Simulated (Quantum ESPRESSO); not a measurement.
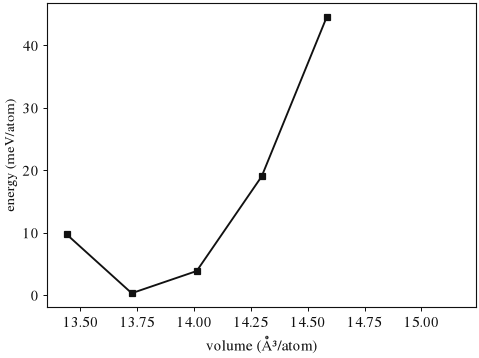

The figure shows the energy against volume for Tc, space group P6_3/mmc (No. 194).

The given structure:
```cif
data_structure
_symmetry_space_group_name_H-M 'P 1'
_symmetry_Int_Tables_number 1
_cell_length_a 2.7400
_cell_length_b 2.7400
_cell_length_c 4.3980
_cell_angle_alpha 90.000
_cell_angle_beta 90.000
_cell_angle_gamma 120.000
_cell_volume 28.59
loop_
_atom_site_label
_atom_site_type_symbol
_atom_site_fract_x
_atom_site_fract_y
_atom_site_fract_z
_atom_site_occupancy
Tc1 Tc 0.66667 0.33333 0.75000 1
Tc2 Tc 0.33333 0.66667 0.25000 1
```

How it was computed, with Quantum ESPRESSO 7.5: plane-wave DFT, no spin polarisation; energies at scaled volumes of the given cell, shape and fractions fixed, counted from the fit's minimum, third-order Birch-Murnaghan fit. Level: LDA.

- k mesh: 11×11×6
- occupations: Fermi–Dirac
- smearing width: 0.05 eV
- potentials: PseudoDojo 0.4.1 SR LDA standard
- wave cutoff: 1197 eV
- density cutoff: 4789 eV

The points at volume 14.87 Å³/atom and 15.16 Å³/atom are left out of the plot. What values does the calculation give there?

| volume (Å³/atom) | energy (meV/atom) |
| --- | --- |
| 14.87 | 79 |
| 15.16 | 122 |

Note: shape and atomic fractions are frozen while scaling, which makes layered, chain and framework solids too stiff.
